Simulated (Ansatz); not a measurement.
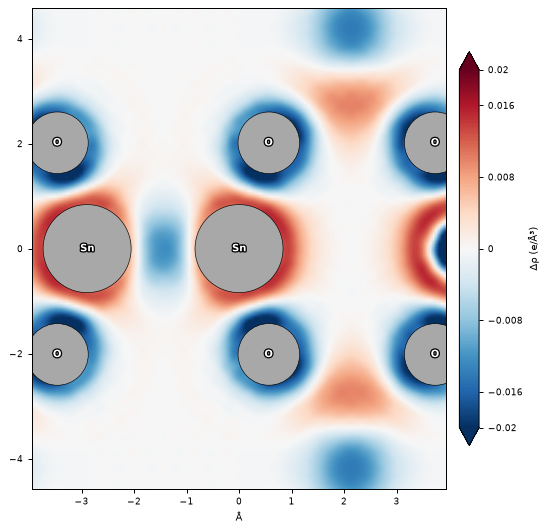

Sn3O4. Difference of the valence pseudo-densities of two functionals at the same geometry, on the (011̄) plane of the calculation cell: one of PBE and r2SCAN less the other.

Both computed with Ansatz (plane waves, PAW), on the same k-point mesh. Grey discs cover the atomic cores.

> Which was subtracted from which, and what does the map show?

It is PBE less r2SCAN. Against r2SCAN, PBE gives more density around Sn (+0.010 e/Å³ on average at 1.0 Å from the nucleus), less density around O (−0.014 e/Å³ on average at 0.7 Å from the nucleus) and a change of +0.006 e/Å³ at the midpoint of Sn–O and −0.012 e/Å³ at the midpoint of Sn–Sn.
